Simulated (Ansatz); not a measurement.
## Single-point calculation, with input and output: Ge₁₃Si₃ (part 2 of 2)

Continued. System: Ge₁₃Si₃ (Cm, 16 atoms in the cell). Method: DFT HSE06, scalar-relativistic, plane waves, PAW, no spin polarisation (Ansatz 0.2.0); cutoff 420 eV, 2×2×2 k-mesh, Gaussian smearing of 0.1 eV. The structure was built on a prototype by a generator; it need not be a known phase.

Geometry of the input (Å; fractional positions):
```
-0.0003  -0.0001  -6.5366
-3.9586  -6.8580  -0.0003
-3.9600  6.8589  0.0000
Si 0.9386  0.1669  0.8335
Si 0.9389  0.1624  0.3312
Ge 0.9380  0.6687  0.8379
Ge 0.9380  0.6687  0.3309
Ge 0.4379  0.3320  0.1662
Ge 0.4379  0.3320  0.6658
Ge 0.4296  0.8350  0.1675
Ge 0.4375  0.8346  0.6673
Ge 0.5696  0.1670  0.8335
Ge 0.5691  0.1654  0.3327
Ge 0.5612  0.6672  0.8347
Ge 0.5612  0.6672  0.3324
Ge 0.0606  0.3287  0.1645
Ge 0.0606  0.3287  0.6642
Si 0.0601  0.8378  0.1689
Ge 0.0610  0.8378  0.6689
```

Output, continued
```
--- Per-component energies (eV) ---
  E_band       = -2462.804183
  E_kinetic    = 1560.585172
  E_local      = -33993.061162  (includes V_loc(G=0)·N_el)
  E_nonlocal   = 5534.652209
  E_hartree    = 15025.699685
  E_xc         = -925.627430
  E_vxc        = -789.325506  (∫ρ·V_xc dr)
  E_exx        = -725.592285  (= α·E_x^exact, valence–valence)
  E_paw        = -27315.671152  (= ΣΔE_a)
  E_vpaw       = -3375.849873  (= ΣTr[D̂ρ^β])
  E_aug_tail   = 0.003910  (compensation charges beyond the density's cutoff)
  E_ewald      = -16909.898572
  E_core_change = -4.927206  (= ΣΔE_core)
  E_smearing   = -0.000001  (= −TS)
  E_closure    = -0.000000  (closes the sum)
  Σ components = -57753.836832   (vs F -57753.836832, Δ=0.00e0)
--- Band table (eV; the first three rows and the last of 6) ---
  k-point 0: bands = ["-20.0332", "-20.0322", "-20.0307", "-20.0200", "-20.0030", "-19.9965", "-19.9932", "-19.9903", "-19.9879", "-19.9834", "-19.9798", "-19.9634", "-19.9509", "-19.9376", "-19.9346", "-19.9286", "-19.9265", "-19.9215", "-19.9189", "-19.9098", "-19.9019", "-19.8991", "-19.8956", "-19.8853", "-19.8804", "-19.8724", "-19.8691", "-19.8661", "-19.8538", "-19.8508", "-19.8501", "-19.8446", "-19.8419", "-19.8415", "-19.8369", "-19.8266", "-19.8246", "-19.8201", "-19.8112", "-19.8004", "-19.7927", "-19.7910", "-19.7781", "-19.7742", "-19.7692", "-19.7690", "-19.7675", "-19.7664", "-19.7448", "-19.7369", "-19.7367", "-19.7266", "-19.7233", "-19.7154", "-19.7112", "-19.7111", "-19.6997", "-19.6957", "-19.6835", "-19.6816", "-19.6813", "-19.6786", "-19.6613", "-19.6562", "-19.6526", "-6.0776", "-3.9053", "-3.8584", "-3.7511", "-3.6831", "-2.1094", "-2.0112", "-1.8516", "-1.4237", "-1.3379", "-1.1636", "-0.3105", "0.5902", "0.7364", "0.9741", "2.8492", "2.9003", "2.9338", "4.4846", "4.5239", "4.5885", "4.8611", "4.8900", "4.9050", "6.2175", "6.2254", "6.3412", "6.3471", "6.4208", "7.7422", "8.0332", "8.0386", "8.6711", "8.8177", "8.9620", "9.1500", "9.4693", "10.3092", "10.4615", "10.7105", "10.7837", "10.8346", "11.3982"]
  k-point 1: bands = ["-20.0341", "-20.0331", "-20.0309", "-20.0213", "-20.0090", "-20.0083", "-20.0033", "-19.9939", "-19.9896", "-19.9853", "-19.9709", "-19.9633", "-19.9572", "-19.9391", "-19.9354", "-19.9324", "-19.9169", "-19.9118", "-19.9115", "-19.9039", "-19.8983", "-19.8884", "-19.8842", "-19.8791", "-19.8705", "-19.8653", "-19.8616", "-19.8604", "-19.8564", "-19.8511", "-19.8469", "-19.8443", "-19.8428", "-19.8311", "-19.8288", "-19.8246", "-19.8187", "-19.8164", "-19.8131", "-19.8082", "-19.8006", "-19.7961", "-19.7937", "-19.7887", "-19.7763", "-19.7702", "-19.7668", "-19.7628", "-19.7587", "-19.7526", "-19.7440", "-19.7394", "-19.7325", "-19.7262", "-19.7220", "-19.7141", "-19.6997", "-19.6917", "-19.6830", "-19.6741", "-19.6700", "-19.6666", "-19.6633", "-19.6432", "-19.6415", "-5.3545", "-5.3034", "-3.9914", "-3.9347", "-2.9795", "-2.9149", "-1.6814", "-1.5579", "-1.4743", "-1.4452", "-0.4034", "-0.3553", "1.2841", "1.4069", "2.9911", "3.0130", "3.1368", "3.1951", "3.2534", "3.2767", "3.8463", "3.9667", "4.9879", "5.0003", "5.1449", "5.1743", "5.2235", "5.2994", "6.5114", "6.5666", "6.9832", "7.0732", "9.4341", "9.5221", "10.2996", "10.3169", "10.7281", "10.7533", "11.8246", "11.9547", "11.9995", "12.1173", "12.3657"]
  k-point 2: bands = ["-20.0336", "-20.0332", "-20.0326", "-20.0218", "-20.0062", "-20.0060", "-20.0014", "-19.9980", "-19.9910", "-19.9845", "-19.9733", "-19.9634", "-19.9492", "-19.9400", "-19.9369", "-19.9341", "-19.9215", "-19.9196", "-19.9130", "-19.8949", "-19.8932", "-19.8870", "-19.8837", "-19.8836", "-19.8697", "-19.8692", "-19.8662", "-19.8550", "-19.8496", "-19.8462", "-19.8429", "-19.8405", "-19.8392", "-19.8383", "-19.8368", "-19.8290", "-19.8249", "-19.8147", "-19.8124", "-19.8091", "-19.8067", "-19.7934", "-19.7911", "-19.7771", "-19.7764", "-19.7744", "-19.7699", "-19.7631", "-19.7553", "-19.7521", "-19.7471", "-19.7389", "-19.7349", "-19.7235", "-19.7230", "-19.7109", "-19.7011", "-19.6940", "-19.6825", "-19.6732", "-19.6699", "-19.6664", "-19.6636", "-19.6456", "-19.6394", "-5.3592", "-5.2966", "-4.0481", "-3.8771", "-2.9842", "-2.9037", "-1.7233", "-1.5846", "-1.5359", "-1.3060", "-0.4104", "-0.3614", "1.1621", "1.5327", "2.9847", "3.0109", "3.1077", "3.2077", "3.2616", "3.2886", "3.7684", "4.0564", "4.9912", "4.9923", "5.1275", "5.1708", "5.2377", "5.2952", "6.5018", "6.5757", "6.9777", "7.0757", "9.4383", "9.5311", "10.2957", "10.3276", "10.7450", "10.7544", "11.8424", "11.9460", "11.9960", "12.1091", "12.3608"]
  k-point 5: bands = ["-20.0225", "-20.0201", "-20.0178", "-20.0119", "-20.0107", "-20.0028", "-19.9946", "-19.9941", "-19.9919", "-19.9900", "-19.9850", "-19.9785", "-19.9609", "-19.9580", "-19.9489", "-19.9333", "-19.9192", "-19.9116", "-19.9083", "-19.9082", "-19.8997", "-19.8954", "-19.8876", "-19.8845", "-19.8759", "-19.8729", "-19.8687", "-19.8595", "-19.8562", "-19.8522", "-19.8472", "-19.8434", "-19.8364", "-19.8270", "-19.8239", "-19.8203", "-19.8188", "-19.8070", "-19.8022", "-19.7992", "-19.7938", "-19.7910", "-19.7875", "-19.7793", "-19.7717", "-19.7673", "-19.7631", "-19.7576", "-19.7520", "-19.7487", "-19.7478", "-19.7401", "-19.7314", "-19.7258", "-19.7242", "-19.7216", "-19.7062", "-19.7024", "-19.6914", "-19.6808", "-19.6719", "-19.6665", "-19.6650", "-19.6465", "-19.6396", "-4.6080", "-4.5874", "-4.4844", "-4.3320", "-3.3030", "-3.2909", "-3.2706", "-2.9326", "-0.3067", "-0.1657", "-0.1450", "0.2553", "1.7152", "1.8108", "1.8433", "2.2181", "3.7379", "3.7434", "3.8655", "3.9181", "4.7656", "4.8329", "4.9153", "4.9427", "5.3246", "5.4552", "5.5336", "5.5687", "5.7328", "5.9361", "6.0648", "6.0915", "9.7508", "9.8884", "10.0020", "10.0175", "10.0723", "10.1530", "10.2680", "10.3243", "12.0294", "12.1397", "12.2478"]
```

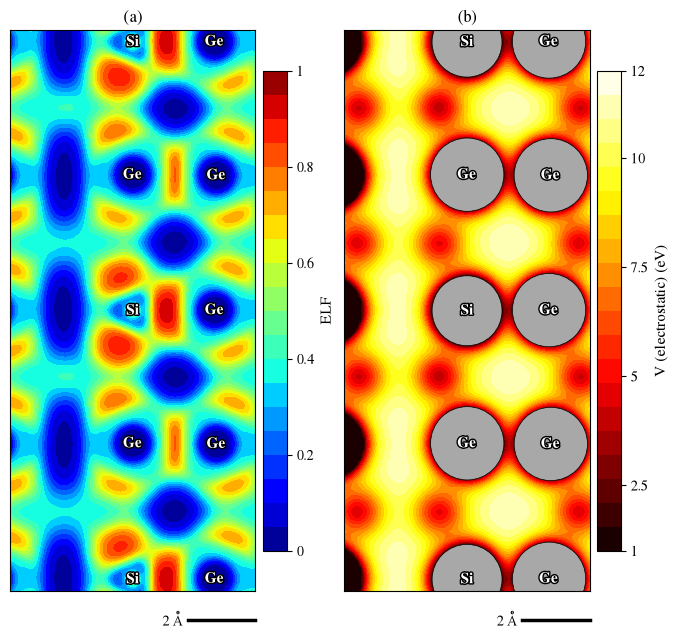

(a) electron localisation function; (b) electrostatic potential energy of an electron on the (110) plane of the conventional cell. Grey discs, where drawn, cover atomic cores. The section cuts through Si and Ge sites. Si–Ge (2.42 Å): the ELF peaks at about 0.95 between the atoms, which marks localised, shared-pair bonding. Ge–Ge (2.46 Å): the ELF peaks at about 0.80 between the atoms (a covalent bond). Outside the cores the potential energy rises away from the atoms and is highest about 2.3 Å from the nearest atoms; outside the discs it spans about 10 eV, and its zero is arbitrary. The fields are those of the smooth PAW valence density.

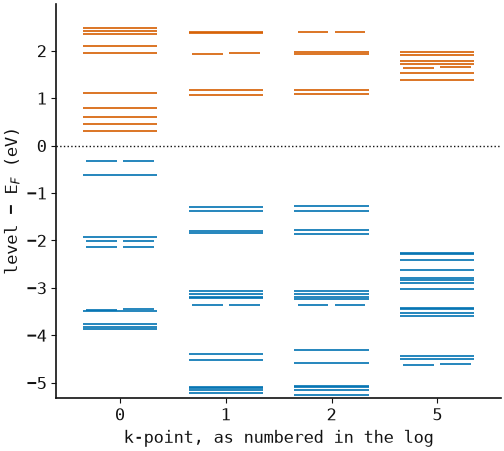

Kohn–Sham levels near the Fermi level (dotted) at the few k-points that the log prints; levels within 0.02 eV of each other stand side by side. Among these points the highest filled and lowest empty levels are 0.63 eV apart, which is the gap on the mesh.
